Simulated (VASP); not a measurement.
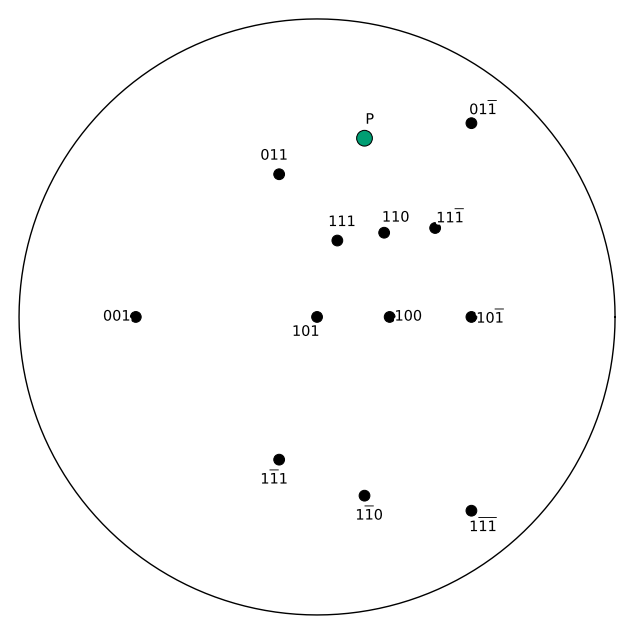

Stereographic projection of plane normals (upper hemisphere) centred on (1 0 1). Crystal: Mg, the geometry relaxed with VASP Kohn-Sham DFT of a periodic cell, optB86b-vdW, VASP PAW PBE potentials, recommended (VASP 6.6.1). All values are computed from the atomic coordinates in the standard setting (tolerance 0.002 Å).

a = 3.152 Å, b = 3.152 Å, c = 5.271 Å, α = 90.00°, β = 90.00°, γ = 120.00°.

Index the pole marked P.

P is (0 1 0), in four indices (0 1 −1 0), 63.6° from the centre.

What is the angle between the normals of (1 −1 1) and (1 0 1), and what are their d_hkl = 1/|g|?

52.7°; d = 2.424 Å and 2.424 Å.
